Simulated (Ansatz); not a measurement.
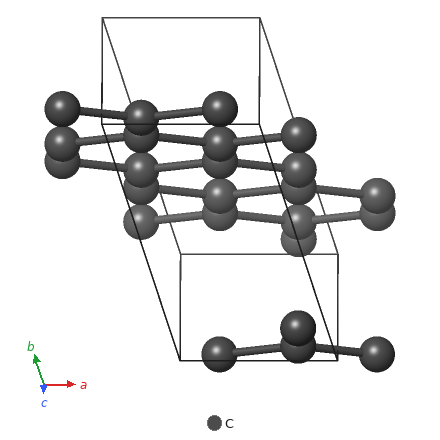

The system is C (C2/m, No. 12; 10 atoms in the cell); the picture shows the reference structure. The crystal above one (1 -1 0) plane is slid rigidly over the crystal below it (one fault a cell, nothing relaxed). Places are given modulo a cell vector. The map is drawn in real space over the plane of the slide. Grid: 6 × 6 points. At 1 point there is no value. Energies are in meV/Å², from the lowest grid point. Theory: DFT PBEsol, scalar-relativistic, plane waves, PAW (Ansatz 0.2.0). Settings: cutoff 420 eV, k-mesh 11×7×3 in the order of the run's cell vectors, gaussian smearing 0.05 eV, no spin polarisation.

Its coordinates:

```
CELL_PARAMETERS angstrom
-2.12942 -1.22943 0.00886
1.39503 0.00000 -3.63240
4.99324 -8.60602 3.60581
ATOMIC_POSITIONS crystal
C 0.83331 0.16663 0.06667
C 0.43331 0.36663 0.26667
C 0.03331 0.56663 0.46667
C 0.63331 0.76663 0.66667
C 0.23331 0.96663 0.86667
C 0.76669 0.03337 0.93333
C 0.36669 0.23337 0.13333
C 0.96669 0.43337 0.33333
C 0.56669 0.63337 0.53333
C 0.16669 0.83337 0.73333
```

Range: slide along a₁ from 0.000 to 0.833; slide along a₂ from 0.000 to 0.833.

Question: What landscape does the calculation give?

Answer: The lowest grid point is at (0/6, 0/6) of the cell vectors. No other kind of well shows on this grid. The highest grid point, (2/6, 4/6) of the cell vectors, lies 688 meV/Å² above the lowest. On the interpolated surface the easiest way out of the lowest well to its copy in the next cell or period passes a barrier of about 560 meV/Å².

```csv
"slide along a₂ ↓, slide along a₁ →",0/6,1/6,2/6,3/6,4/6,5/6
5/6,93,288,617,619,290,–
4/6,355,539,688,542,357,283
3/6,562,611,612,564,536,535
2/6,439,406,440,527,592,524
1/6,142,143,306,549,548,304
0/6,0,100,392,685,392,100
```

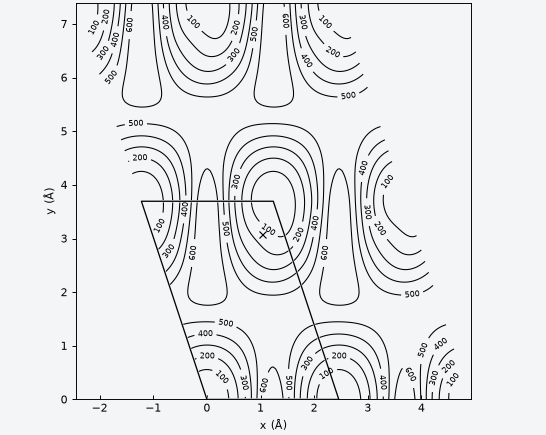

In the figure: contour lines labelled in meV/Å², crosses at grid points without a value, the outline of one cell of the 2 × 2 shown. Between grid points the surface is interpolated.
